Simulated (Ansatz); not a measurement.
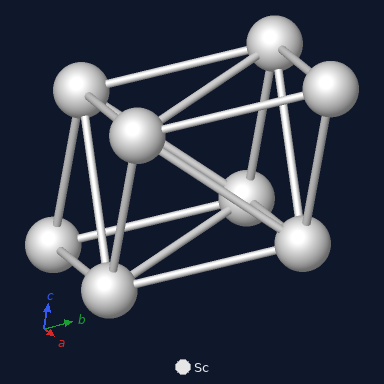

System: Sc, space group Fm-3m (No. 225). The picture shows the cell.

The given structure:
```
CELL_PARAMETERS angstrom
0.00000 2.27050 2.27050
2.27050 0.00000 2.27050
2.27050 2.27050 0.00000
ATOMIC_POSITIONS crystal
Sc 0.00000 0.00000 0.00000
```

How it was computed, with Ansatz 0.2.0: deformation of a crystal at fixed volume, lengths along the axis scaled against those across it, fractional coordinates fixed, by plane-wave density functional theory with PAW datasets, free energies less that of the undisturbed cell; scalar-relativistic. Level: LDA, no spin polarisation.

- wave cutoff: 420 eV
- k mesh: 20×20×20
- occupations: Gaussian
- smearing width: 0.15 eV
- k shift: (0, 0, 0) (mesh steps)
- start: as given
- path: tetragonal
- axis direction: (0, 0, 1) (Cartesian unit vector)

What does the calculation give for the energy change against relative axial ratio? The relative axial ratio takes the values 0.707, 0.780, 0.850, 1.000, 1.200, 1.300, 1.414.

The energy change is 72 meV/atom at relative axial ratio 0.707 and 228 meV/atom at 1.414; the lowest computed point is at relative axial ratio 1.000 (0 meV/atom), in a single well.

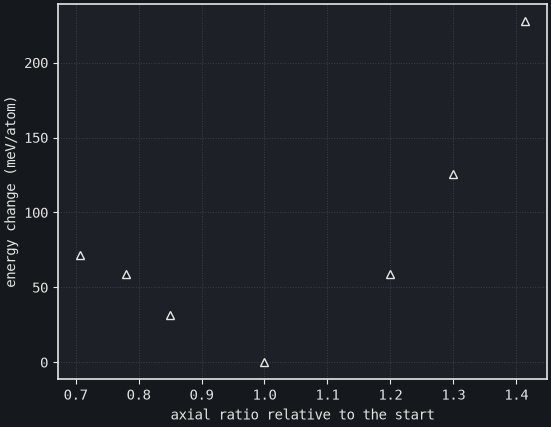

Note: reference crystal is not relaxed.
